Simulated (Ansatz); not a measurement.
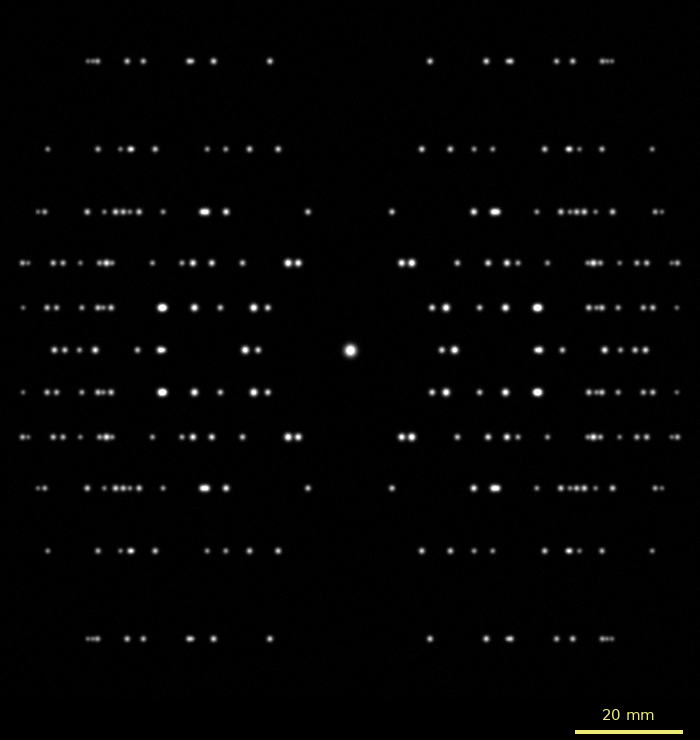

Simulated X-ray rotation photograph: Mo Kα radiation (λ = 0.7107 Å), cylindrical film of radius 57.3 mm unrolled, rotation axis vertical and normal to the beam, kinematic intensities without Lorentz or polarisation factors, the film spanning ±63° about the beam; spots down to d = 0.68 Å.

Measure the layer lines and find the identity period along the axis.

The first layer line lies 8.0 mm from the equator, so tan ν = 0.139, sin ν = 0.138 and the period is λ/sin ν = 5.16 Å. Further lines follow at 16.4, 26.0, 37.8, 54.4 mm.

The crystal is Rh, space group P6_3/mmc (No. 194), a = 2.73 Å, c = 4.38 Å (hexagonal axes). Structure: coordinates from a relaxation at fixed volume with DFT PBE, spin-orbit coupling, plane waves, PAW in Ansatz 0.2.0; the starting structure was generated, so it need not be a known form of this composition.

About which axis was it rotated?

About [101] (or an equivalent direction), whose length in the conventional cell is 5.162 Å.
